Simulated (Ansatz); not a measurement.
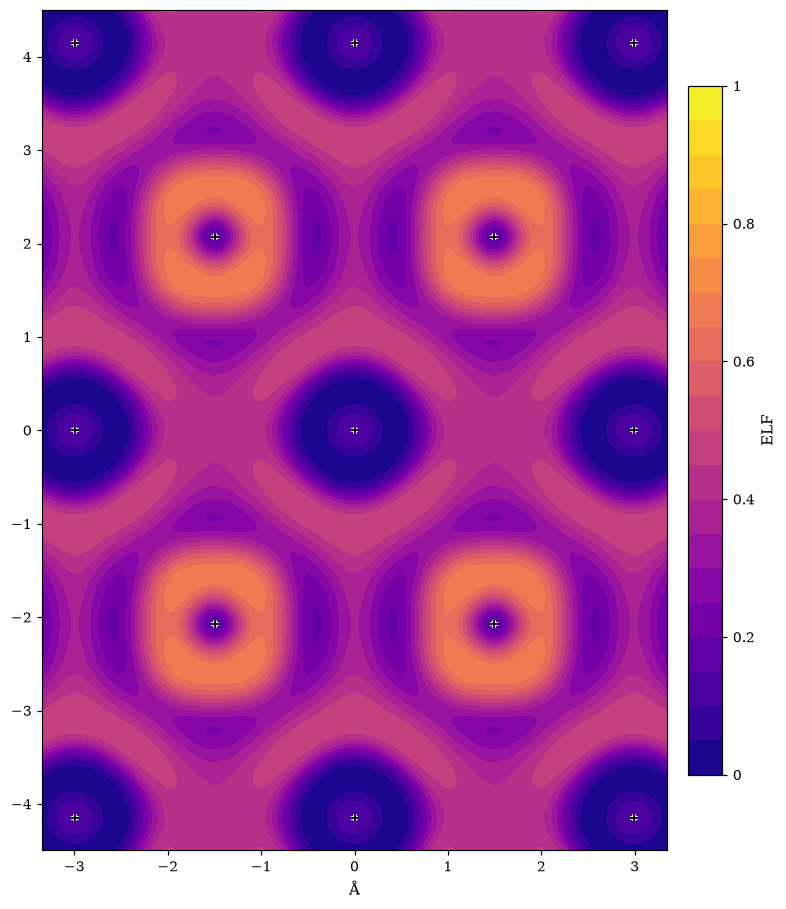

The electron localisation function on a plane through atoms (crosses mark nuclei in the plane).

All numbers below come from Ansatz 0.2.0, DFT PBE, scalar-relativistic, plane waves, PAW.

Candidates:
A. SiC, a = 4.38 Å, b = 4.38 Å, c = 4.38 Å, α = 90.00°, β = 90.00°, γ = 90.00°. Space group F-43m.
B. AlRu, a = 2.99 Å, b = 2.99 Å, c = 2.87 Å, α = 90.00°, β = 90.00°, γ = 90.00°. Space group P4/mmm; changed on purpose from its base cell (strain -0.0400 x Voigt [0, 0, 1, 0, 0, 0], atoms carried along); computed pressure about 12 GPa in this cell; computed without spin polarisation.

### Which candidate gave the map?

Candidate B: AlRu on the (011) plane of the conventional cell, which holds Al and Ru. Al–Ru (2.56 Å): the ELF is about 0.40 at the midpoint.
